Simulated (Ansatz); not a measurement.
**Lattice dynamics of KZnF3 (Pm-3m)**

Aim: the phonons of KZnF3 (Pm-3m) at a cell relaxed beforehand at this level.

Program: Ansatz 0.2.0. Level of theory: DFT LDA, scalar-relativistic, plane waves, PAW. Results are calculated unless marked as measured.

## (1) The structure

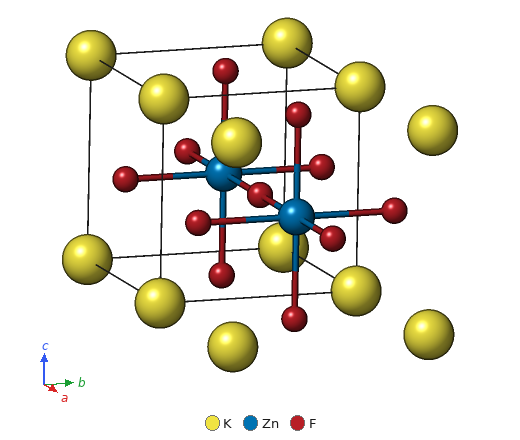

The starting structure, seen slightly off an axis (potassium yellow, zinc blue, fluorine red). 2×1×1 cells are drawn. Some periodic images of atoms are drawn too.

Structure file:

```cif
data_structure
_symmetry_space_group_name_H-M 'Pm-3m'
_symmetry_Int_Tables_number 221
_cell_length_a 3.9732
_cell_length_b 3.9732
_cell_length_c 3.9732
_cell_angle_alpha 90.000
_cell_angle_beta 90.000
_cell_angle_gamma 90.000
_cell_volume 62.72
loop_
_atom_site_label
_atom_site_type_symbol
_atom_site_symmetry_multiplicity
_atom_site_Wyckoff_symbol
_atom_site_fract_x
_atom_site_fract_y
_atom_site_fract_z
_atom_site_occupancy
K1 K 1 a 0.00000 0.00000 0.00000 1
Zn1 Zn 1 b 0.50000 0.50000 0.50000 1
F1 F 3 c 0.50000 0.50000 0.00000 1
```

## (2) Modes at Γ

The cell comes from relaxations at this level that are not shown. The zone centre is the only wavevector solved here; it holds the modes that light can see, as far as symmetry allows. The response to a homogeneous field gives the Born charges and the dielectric tensor, and its change with displacement the Raman tensors.

The input, input.yaml:

```yaml
crystal:
  lattice:
    - [3.9731606363, 0.0, 0.0]
    - [0.0, 3.9731606363, 0.0]
    - [0.0, 0.0, 3.9731606363]
  atoms:
    - { symbol: K, position: [0.0, 0.0, 0.0] }
    - { symbol: Zn, position: [0.5, 0.5, 0.5] }
    - { symbol: F, position: [0.5, 0.5, 0.0] }
    - { symbol: F, position: [0.0, 0.5, 0.5] }
    - { symbol: F, position: [0.5, 0.0, 0.5] }
kpoints:
  mp_grid: { grid: [8, 8, 8] }
hamiltonian:
  xc: lda
scf:
  occupations: { method: fixed }
output:
  eigenvalues: true
phonons:
  method: dfpt
  dielectric: true
  rigid_motions: translations
  raman: true
```

Command:

```
$ ansatz run input.yaml --threads 4 --pin off --max-ram 7168MiB --backend cpu --events-out ev --progress --plain --runs-dir out
```

Numbers of over 12 decimals in the logs are rounded to 6 here.

The log of the run:

```text
Engine: ansatz 0.2.0, aarch64-unknown-linux-gnu
Pseudopotentials: kind: paw
Pseudopotential: K, paw, valence charge 9, recommended cutoff 420 eV (normal), K.paw.azcp
Pseudopotential: Zn, paw, valence charge 12, recommended cutoff 420 eV (normal), Zn.paw.azcp
Pseudopotential: F, paw, valence charge 7, recommended cutoff 420 eV (normal), F.paw.azcp
Functional definition: SPW92
  exchange = slater_x
  correlation = pw_c
Crystal: 5 atoms, lattice volume = 62.720 Å³
Basis set: ecut = 420 eV, 1237 PW (Γ), exchange–correlation on 54×54×54 points (8 copies of the dense FFT grid, shifted against one another)
Bands: 26, of which v1, the nominal top of the filled ones, is band 21 counted from 1 (20 counted from 0)
Symmetry: 48 space group operations
k-points: 170 of 512 (irreducible under 2 space group operations, time reversal used)
Non-local potential: K, projectors of the file, l = 0: 3, l = 1: 2, l = 2: 2
Non-local potential: Zn, projectors of the file, l = 0: 2, l = 1: 2, l = 2: 3, l = 3: 1
Non-local potential: F, projectors of the file, l = 0: 2, l = 1: 2, l = 2: 1
PAW form: soft (Blöchl's): semilocal exchange-correlation on the pseudo side does not see the compensation charge
PAW frozen core: K, regenerated for the run's functional, and the local potential with it (the file was generated under x = pbe(κ = 0.804, μ = 0.219515), c = pbe(β = 0.066725))
PAW frozen core: Zn, regenerated for the run's functional, and the local potential with it (the file was generated under x = pbe(κ = 0.804, μ = 0.219515), c = pbe(β = 0.066725))
PAW frozen core: F, regenerated for the run's functional, and the local potential with it (the file was generated under x = pbe(κ = 0.804, μ = 0.219515), c = pbe(β = 0.066725))
PAW one-centre angular grid: K, 110 points (default); XC on 64 Gauss nodes
PAW one-centre angular grid: Zn, 590 points (default); XC on 64 Gauss nodes
PAW one-centre angular grid: F, 110 points (default); XC on 64 Gauss nodes
Initial density: superposition of atomic densities (neutral atoms: chi_scale 0, normalization atom), corrected by the library's trained network
Initial wavefunctions: pseudopotential atomic-orbital guess
Functional: x = slater, c = lda
SCF iter   1: F=—  HF=-7128.493279 eV  |F-HF|=—  |Δ(HF+E_count)|=         —  Δρ=2.12e-2  dr2=1.94e-1  ethr=1.77e-3  ⟨swp⟩=4.6  Hψ=19058  notcnv=0  defer=296
preconditioner: auto → Resta (q_TF=auto, 2.552 Å⁻¹)  ε∞=4.1  [insulator: Δε(μ)=3.589 eV  Ē_g=17.140 eV  n_scr=18 (ndim 8)  ℏωp=30.4 eV  f_vac=0.044  ε∞_Penn≈4.1]
SCF iter   2: F=—  HF=-7128.435925 eV  |F-HF|=—  |Δ(HF+E_count)|=   5.74e-2  Δρ=5.16e-3  dr2=5.93e-3  ethr=4.62e-4  ⟨swp⟩=2.0  Hψ=8905  notcnv=0  defer=477
SCF iter   3: F=—  HF=-7128.434477 eV  |F-HF|=—  |Δ(HF+E_count)|=   1.45e-3  Δρ=2.45e-3  dr2=2.08e-3  ethr=1.41e-5  ⟨swp⟩=3.0  Hψ=7792  notcnv=0  defer=493
SCF iter   4: F=—  HF=-7128.433926 eV  |F-HF|=—  |Δ(HF+E_count)|=   5.50e-4  Δρ=2.68e-4  dr2=3.57e-5  ethr=4.95e-6  ⟨swp⟩=2.0  Hψ=7447  notcnv=0  defer=483
SCF iter   5: F=—  HF=-7128.433934 eV  |F-HF|=—  |Δ(HF+E_count)|=   8.11e-6  Δρ=2.28e-4  dr2=1.65e-5  ethr=8.49e-8  ⟨swp⟩=2.0  Hψ=6841  notcnv=0  defer=170
SCF iter   6: F=—  HF=-7128.433930 eV  |F-HF|=—  |Δ(HF+E_count)|=   4.38e-6  Δρ=7.52e-5  dr2=2.26e-6  ethr=3.93e-8  ⟨swp⟩=2.0  Hψ=6560  notcnv=0  defer=170
SCF iter   7: F=—  HF=-7128.433929 eV  |F-HF|=—  |Δ(HF+E_count)|=   8.87e-7  Δρ=1.28e-5  dr2=1.14e-7  ethr=5.38e-9  ⟨swp⟩=2.0  Hψ=6493  notcnv=0  defer=170
SCF iter   8: F=—  HF=-7128.433929 eV  |F-HF|=—  |Δ(HF+E_count)|=   2.09e-8  Δρ=2.10e-6  dr2=4.53e-9  ethr=2.71e-10  ⟨swp⟩=2.0  Hψ=6610  notcnv=0  defer=170
SCF iter   9: F=—  HF=-7128.433929 eV  |F-HF|=—  |Δ(HF+E_count)|=   1.06e-9  Δρ=4.90e-7  dr2=1.06e-10  ethr=1.08e-11  ⟨swp⟩=2.1  Hψ=7243  notcnv=0  defer=170
SCF iter  10: F=-7128.433929 eV  HF=-7128.433929 eV  |F-HF|=6.37e-12  |Δ(HF+E_count)|=  2.36e-11  Δρ=1.48e-7  dr2=1.07e-11  ethr=1.00e-12  ⟨swp⟩=10.2  Hψ=25083  notcnv=0
SCF 1 converged in 10 iterations: F = -7128.433929 eV  dr2 = 1.07e-11
  greatest PAW one-centre occupation: 0.995 electrons in one spin orbital (limit 2), on the Zn atom at site 1 (counted from 0), in its partial waves of l = 2
DFPT response loops at Γ: preconditioner auto → none (the input reference at scf.mixing.eps_inf says where Resta's filter doesn't serve); β = 0.50; Broyden in place of MSR1
── the response to a field inside a basis, on 8×8×8 k-points: an SCF that follows is theirs, and a resumed run solves both again ──
Bands: 22, of which v1, the nominal top of the filled ones, is band 21 counted from 1 (20 counted from 0)
k-points: 20 of 512
Initial density: handed on by an earlier stage of this run
Initial wavefunctions: pseudopotential atomic-orbital guess (no wavefunctions were taken with the density)
Eigensolver: Dense (20 Hₖ)
SCF iter   1: F=—  HF=-7128.431971 eV  |F-HF|=—  |Δ(HF+E_count)|=         —  Δρ=8.89e-4  dr2=8.91e-5  ethr=1.00e-1
preconditioner: auto → Resta (q_TF=auto, 2.552 Å⁻¹)  ε∞=5.3  [insulator: Δε(μ)=4.132 eV  Ē_g=14.739 eV  n_scr=18 (ndim 8)  ℏωp=30.4 eV  f_vac=0.037  ε∞_Penn≈5.3]
SCF iter   2: F=—  HF=-7128.431934 eV  |F-HF|=—  |Δ(HF+E_count)|=   3.66e-5  Δρ=3.66e-4  dr2=2.82e-5  ethr=2.12e-7
[...]
Free energy (F): -7128.433929 eV
Harris-Foulkes:  -7128.433929 eV  (|F-HF|=6.37e-12)
Internal energy: -7128.433929 eV  (E = F + TS)
E sigma→0 (E₀):  -7128.433929 eV
Fermi energy:    4.637254 eV
--- Per-component energies (eV) ---
  E_band       = -139.606699
  E_kinetic    = 1003.028539
  E_local      = -3967.043533  (includes V_loc(G=0)·N_el)
  E_nonlocal   = 870.152455
  E_hartree    = 1559.299306
  E_xc         = -501.871312
  E_vxc        = -519.418649  (∫ρ·V_xc dr)
  E_paw        = -3070.651260  (= ΣΔE_a)
  E_vpaw       = -644.929693  (= ΣTr[D̂ρ^β])
  E_aug_tail   = 0.005728  (compensation charges beyond the density's cutoff)
  E_ewald      = -3023.508249
  E_core_change = 2.154396  (= ΣΔE_core)
  E_smearing   = -0.000000  (= −TS)
  E_closure    = -0.000000  (closes the sum)
  Σ components = -7128.433929   (vs F -7128.433929, Δ=0.00e0)
--- Band table (eV; the first three rows and the last of 170) ---
  k-point 0: bands = [... 17 lower, 2.2556, 2.5114, 2.5114, 2.5114, 8.4303, 12.8967, 12.8967, 13.8715, ... 1 higher]
  k-point 1: bands = [... 17 lower, 2.2897, 2.5268, 2.5268, 2.5357, 8.7554, 13.0416, 13.0568, 14.0274, ... 1 higher]
  k-point 2: bands = [... 17 lower, 2.3165, 2.6000, 2.6000, 2.6982, 9.6077, 13.2865, 13.4035, 14.5834, ... 1 higher]
  k-point 169: bands = [... 17 lower, 2.9050, 2.9050, 4.6373, 4.6373, 12.8171, 12.8171, 12.8171, 15.1632, ... 1 higher]
--- Phonons (Γ-DFPT): 4 representative perturbations + reference, on 170 of 512 k-points (Σ response iterations 13) ---
  k mesh reduced under 2 symmetry operations, with k and −k counted as one. Each operation leaves every solved perturbation unchanged. A smaller set is not considered because the run solves the response to a homogeneous field
  ASR residual: 6.916e-5 → 0.000e0 eV/Å²; symmetrization residual: 1.459e-5 eV/Å²
  ASR residual per site (eV/Å²): 7.70e-6 4.57e-5 6.92e-5 6.92e-5 6.92e-5
  Γ frequencies (cm⁻¹): 0.00 0.00 0.00 127.54 127.54 127.54 144.67 144.67 144.67 180.20 180.20 180.20 457.56 457.56 457.56
  ε∞ (high-frequency dielectric tensor):
        2.461368     0.000000     0.000000
        0.000000     2.461368     0.000000
        0.000000     0.000000     2.461368
  ε⁰ (static dielectric tensor: ions relaxed, cell fixed):
        9.361402     0.000000     0.000000
        0.000000     9.361402     0.000000
        0.000000     0.000000     9.361402
  ε⁰ − ε∞ (ionic part):
        6.900034     0.000000     0.000000
        0.000000     6.900034     0.000000
        0.000000     0.000000     6.900034
  softest optical mode at Γ: 127.54 cm⁻¹; the repairs (sum rule, projections) moved no ω² at Γ by more than (2.03 cm⁻¹)²
  Born effective charges Z* (e; rows j = field, columns β = displacement):
    site 0:
         1.20504    0.00000    0.00000
        -0.00000    1.20504    0.00000
         0.00000    0.00000    1.20504
    site 1:
         2.29341    0.00000    0.00000
        -0.00000    2.29341    0.00000
         0.00000    0.00000    2.29341
    site 2:
        -0.90069    0.00000    0.00000
         0.00000   -0.90069    0.00000
         0.00000    0.00000   -1.69707
    site 3:
        -1.69707    0.00000    0.00000
        -0.00000   -0.90069    0.00000
         0.00000    0.00000   -0.90069
    site 4:
        -0.90069    0.00000    0.00000
        -0.00000   -1.69707    0.00000
         0.00000    0.00000   -0.90069
  Z* charge neutrality: 1.294e-6 e pre-enforcement
  k-mesh period / interband length: 31.8 Å / 1.03 Å = 30.91 at k = (0.0000, 0.0000, 0.0000), direct gap 5.919 eV — 14 or more, which is no proof of convergence
  Raman tensors (in the event stream and the table raman_tensors.tsv): an entry may err by 4.0e-4 Å², one of the second-order susceptibility by 4.2e-20 pm/V (basis, points and sum rule); their sum over the sites missed zero by 1.328e-21 Å² ahead of its enforcement
  optical modes at Γ without the LO–TO term, one row a degenerate level:
      ω (cm⁻¹)  modes    IR ((D/Å)²/amu)  static Raman (Å⁴/amu)  depolarisation
        127.54      3             4.1373                 0.0000               —
        144.67      3             0.0000                 0.0000               —
        180.20      3             9.8747                 0.0000               —
        457.56      3            10.5297                 0.0000               —
  optical modes at Γ + LO–TO along q̂ = [1.0000, 0.0000, 0.0000]:
      ω (cm⁻¹)  modes    IR ((D/Å)²/amu)  static Raman (Å⁴/amu)  depolarisation
        127.54      2             2.7582                 0.0000               —
        141.86      1             0.0458                 0.0000               —
        144.67      3             0.0000                 0.0000               —
        180.20      2             6.5831                 0.0000               —
        275.69      1             2.2574                 0.0000               —
        457.56      2             7.0198                 0.0000               —
        524.40      1             5.8773                 0.0000               —
  optical modes at Γ + LO–TO along q̂ = [0.0000, 1.0000, 0.0000]:
      ω (cm⁻¹)  modes    IR ((D/Å)²/amu)  static Raman (Å⁴/amu)  depolarisation
        127.54      2             2.7582                 0.0000               —
        141.86      1             0.0458                 0.0000               —
        144.67      3             0.0000                 0.0000               —
        180.20      2             6.5831                 0.0000               —
        275.69      1             2.2574                 0.0000               —
        457.56      2             7.0198                 0.0000               —
        524.40      1             5.8773                 0.0000               —
  optical modes at Γ + LO–TO along q̂ = [0.0000, 0.0000, 1.0000]:
      ω (cm⁻¹)  modes    IR ((D/Å)²/amu)  static Raman (Å⁴/amu)  depolarisation
        127.54      2             2.7582                 0.0000               —
        141.86      1             0.0458                 0.0000               —
        144.67      3             0.0000                 0.0000               —
        180.20      2             6.5831                 0.0000               —
        275.69      1             2.2574                 0.0000               —
        457.56      2             7.0198                 0.0000               —
        524.40      1             5.8773                 0.0000               —
[key lines of the parts left out:]
SCF converged after 10 iterations
```

It took 6 min on 4 threads of Arm Neoverse N1, shared host; peak memory 1.3 GiB; 17 min of CPU time.

Numbers from this step:

| Item | Value |
| --- | --- |
| gap on the k-mesh | 3.793 eV |
| volume per atom | 12.54 Å³ |
| sum-rule residual before enforcement | 6.92e-5 eV/Å² |
| miss of the charge sum rule | 1.29e-6 e |
| point group | m-3m |
| highest optical mode at the zone centre (no LO-TO term) | 457.6 cm⁻¹ |
| lowest optical zone-centre mode | 127.5 cm⁻¹ |
| mean high-frequency dielectric constant | 2.461 |
| largest Born charge (third of the trace) | 2.293 e |
| mean static dielectric constant | 9.361 |
| top of the zone-centre spectrum with the field | 524.4 cm⁻¹ |

Without the LO-TO term. Patterns of degenerate modes are one choice out of their space. The modes at Γ (shares of kinetic energy by element, %):

| mode | frequency (cm⁻¹) | symmetry | K % | Zn % | F % |
| --- | --- | --- | --- | --- | --- |
| 1 | 0.0 | acoustic | 24 | 40 | 35 |
| 2 | 0.0 | acoustic | 24 | 40 | 35 |
| 3 | 0.0 | acoustic | 24 | 40 | 35 |
| 4 | 127.5 | T1u | 76 | 10 | 14 |
| 5 | 127.5 | T1u | 76 | 10 | 14 |
| 6 | 127.5 | T1u | 76 | 10 | 14 |
| 7 | 144.7 | T2u | 0 | 0 | 100 |
| 8 | 144.7 | T2u | 0 | 0 | 100 |
| 9 | 144.7 | T2u | 0 | 0 | 100 |
| 10 | 180.2 | T1u | 0 | 38 | 62 |
| 11 | 180.2 | T1u | 0 | 38 | 62 |
| 12 | 180.2 | T1u | 0 | 38 | 62 |
| 13 | 457.6 | T1u | 0 | 11 | 89 |
| 14 | 457.6 | T1u | 0 | 11 | 89 |
| 15 | 457.6 | T1u | 0 | 11 | 89 |

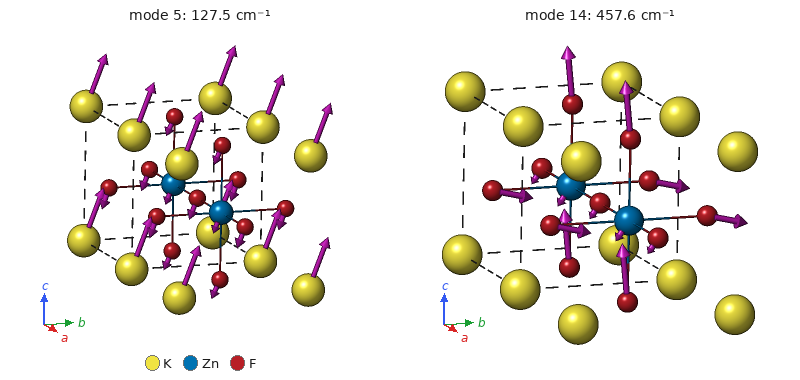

Displacement patterns of modes 5 and 14 at Γ; arrows are exaggerated. 2×1×1 cells are drawn. Some periodic images of atoms are drawn too.

Optical modes at the zone centre, without and with the macroscopic field of the longitudinal modes; each column is sorted by frequency, so a row need not hold one and the same mode. Modes with and without the field, by row:

| rank among optical modes | no field (cm⁻¹) | q along (1, 0, 0) (cm⁻¹) |
| --- | --- | --- |
| 1 | 127.5 | 127.5 |
| 2 | 127.5 | 127.5 |
| 3 | 127.5 | 141.9 |
| 4 | 144.7 | 144.7 |
| 5 | 144.7 | 144.7 |
| 6 | 144.7 | 144.7 |
| 7 | 180.2 | 180.2 |
| 8 | 180.2 | 180.2 |
| 9 | 180.2 | 275.7 |
| 10 | 457.6 | 457.6 |
| 11 | 457.6 | 457.6 |
| 12 | 457.6 | 524.4 |

Born charge (rows field, columns displacement) (e), principal values of the symmetric part by kind of site:

| atom | atoms with these values | low | middle | high | mean |
| --- | --- | --- | --- | --- | --- |
| K1 | 1 | 1.21 | 1.21 | 1.21 | 1.21 |
| Zn2 | 1 | 2.29 | 2.29 | 2.29 | 2.29 |
| F3 | 3 | -1.70 | -0.90 | -0.90 | -1.17 |

In full for K1:

```
1.21 0.00 0.00
0.00 1.21 0.00
0.00 0.00 1.21
```

High-frequency dielectric tensor:

```
2.46 0.00 0.00
0.00 2.46 0.00
0.00 0.00 2.46
```

Static dielectric tensor (ions relaxed, fixed cell):

```
9.36 0.00 0.00
0.00 9.36 0.00
0.00 0.00 9.36
```

Transverse modes. Lines of the infrared spectrum (strongest = 100):

| position (cm⁻¹) | label | relative intensity |
| --- | --- | --- |
| 128 | T1u | 39 |
| 145 | T2u | 0.0 |
| 180 | T1u | 94 |
| 458 | T1u | 100 |

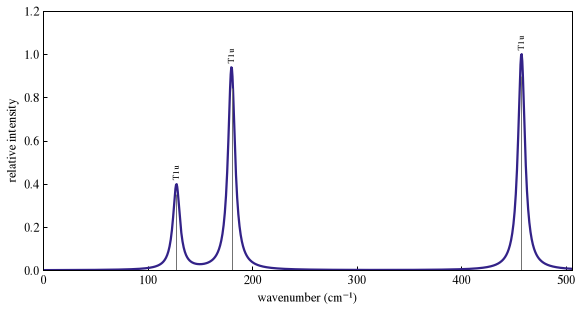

The infrared spectrum, broadened with Lorentzians of width 8 cm⁻¹; bars mark the lines.

Before it was imposed, the acoustic sum rule was missed by 6.9e-5 eV/Å² and the charge sum rule by 1.3e-6 e. Small misses are needed for a sound result but don't prove that mesh and cutoff are converged. The lowest optical mode is real, 128 cm⁻¹.

## (3) Isotope substitution, element K, natural mass 39.0983 amu

An isotope changes the mass and not the force constants, so no new electronic calculation is needed; the shifts show which modes move this element.

The same force constants with the mass of K changed from 39.098 to 40.962 u (phonopy, no LO-TO term). Both lists are sorted by frequency; levels can cross, so a row need not hold one and the same mode. Modes under 3 cm⁻¹ are left out. Isotope shifts, by row:

| q | rank | natural mass (cm⁻¹) | changed mass (cm⁻¹) |
| --- | --- | --- | --- |
| 0 0 0 | 4 | 127.5 | 125.3 |
| 0 0 0 | 5 | 127.5 | 125.3 |
| 0 0 0 | 6 | 127.5 | 125.3 |
| 0 0 0 | 7 | 144.7 | 144.7 |
| 0 0 0 | 8 | 144.7 | 144.7 |
| 0 0 0 | 9 | 144.7 | 144.7 |
| 0 0 0 | 10 | 180.2 | 180.2 |
| 0 0 0 | 11 | 180.2 | 180.2 |
| 0 0 0 | 12 | 180.2 | 180.2 |
| 0 0 0 | 13 | 457.6 | 457.6 |
| 0 0 0 | 14 | 457.6 | 457.6 |
| 0 0 0 | 15 | 457.6 | 457.6 |

A mode of this element alone would shift by -2.30 %. The highest zone-centre frequency without the field goes from 457.6 to 457.6 cm⁻¹ (+0.0 %). The product of the frequency ratios over all optical modes at Γ is 0.949; the product rule, (m/m′)^(3k/2) (M′/M)^(3/2) with k = 1 such atoms and M the mass of the cell, gives 0.949.

## (4) Isotope substitution, element Zn, natural mass 65.38 amu

The same for Zn, from 65.38 to 67.92 u.

The same force constants with the mass of Zn changed from 65.380 to 67.925 u (phonopy, no LO-TO term). Both lists are sorted by frequency; levels can cross, so a row need not hold one and the same mode. Modes under 3 cm⁻¹ are left out. Isotope shifts, by row:

| q | rank | natural mass (cm⁻¹) | changed mass (cm⁻¹) |
| --- | --- | --- | --- |
| 0 0 0 | 4 | 127.5 | 127.3 |
| 0 0 0 | 5 | 127.5 | 127.3 |
| 0 0 0 | 6 | 127.5 | 127.3 |
| 0 0 0 | 7 | 144.7 | 144.7 |
| 0 0 0 | 8 | 144.7 | 144.7 |
| 0 0 0 | 9 | 144.7 | 144.7 |
| 0 0 0 | 10 | 180.2 | 178.9 |
| 0 0 0 | 11 | 180.2 | 178.9 |
| 0 0 0 | 12 | 180.2 | 178.9 |
| 0 0 0 | 13 | 457.6 | 456.6 |
| 0 0 0 | 14 | 457.6 | 456.6 |
| 0 0 0 | 15 | 457.6 | 456.6 |

A mode of this element alone would shift by -1.89 %. The highest zone-centre frequency without the field goes from 457.6 to 456.6 cm⁻¹ (-0.2 %). The product of the frequency ratios over all optical modes at Γ is 0.967; the product rule, (m/m′)^(3k/2) (M′/M)^(3/2) with k = 1 such atoms and M the mass of the cell, gives 0.967.

## (5) Outcome

| Item | Value |
| --- | --- |
| space group (within 0.01 Å) | Pm-3m |
| volume per atom | 12.5 Å³ |
| gap on the k-mesh | 3.79 eV |
| highest optical mode at the zone centre (no LO-TO term) | 458 cm⁻¹ |
| top of the zone-centre spectrum with the field | 524 cm⁻¹ |
| lowest optical zone-centre mode | 128 cm⁻¹ |
| mean high-frequency dielectric constant | 2.46 |
| mean static dielectric constant | 9.36 |
| largest Born charge (third of the trace) | 2.29 e |
| imaginary modes at Γ (the only wavevector solved) | none |

**Reading.** The structure is stable against zone-centre distortions, since no mode there is imaginary; runs at other wavevectors are not part of this account. Without the field, the optical modes at Γ span 128 to 458 cm⁻¹. The dispersion is not part of this account. The highest mode in this list at Γ, 457.6 cm⁻¹, is mostly motion of F (89 % of the kinetic energy). With the macroscopic field of the longitudinal modes the top of the zone-centre spectrum lies at 524 cm⁻¹, against 458 cm⁻¹ without it. Lattice motion raises the mean dielectric constant from 2.461 to 9.361. The strongest infrared line is at 458 cm⁻¹. No mode is Raman active to first order. These are harmonic frequencies at zero temperature: anharmonic shifts, linewidths and thermal expansion are left out.

[Logs are printed without paths, hosts, clocks, repeated set-up lines and the standing remarks that a program may print on its own settings, such as how far it seeks lower states.]

[Hosts, paths, dates, database ids (printed as entryN), source tags and the programs' standing remarks are cut or masked in the printed files.]
